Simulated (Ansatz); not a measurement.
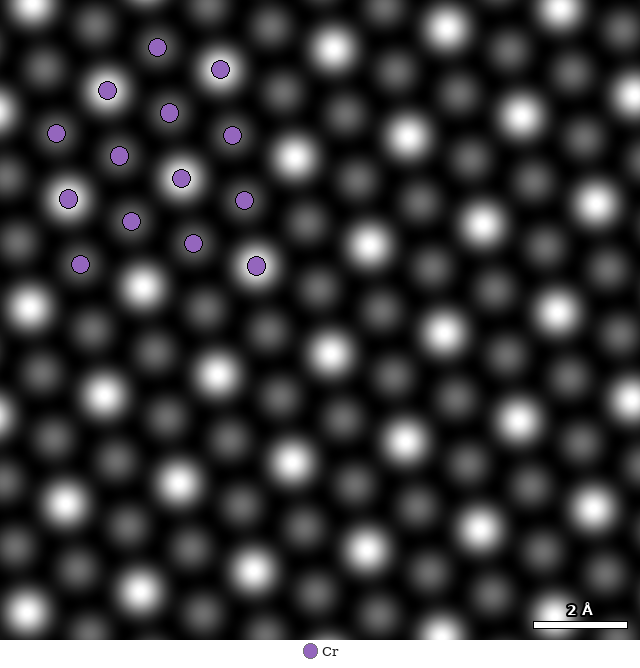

Z-contrast image of Cr (P6_3/mmc, No. 194) along [001]. The image is simulated as a sum over atoms of Z^1.8, blurred by a 0.86 Å probe (no channelling). The probe carries 15 % of its weight in a tail 2.5 times as wide. Atomic positions: the geometry relaxed with Ansatz, DFT, RPBE, plane waves (420 eV) with PAW, scalar-relativistic; the starting structure was generated, so it need not be a known form of this composition.

Coloured dots in one corner mark the columns of the model.

Describe what the image shows.

Answer. The columns repeat on a hexagonal net with a repeat of 2.52 Å (plane group p6mm). The brightest columns hold 2 Cr per repeat; in falling brightness follow 1 Cr (about 40 %). Brightness is counted from the darkest point of the image. The shortest distance between visible columns is 1.45 Å in projection. Along the beam the structure repeats every 8.85 Å.

```tsv
column	atoms along the beam per repeat	peak brightness
Cr	2 Cr	100 %
Cr	1 Cr	40 %
```
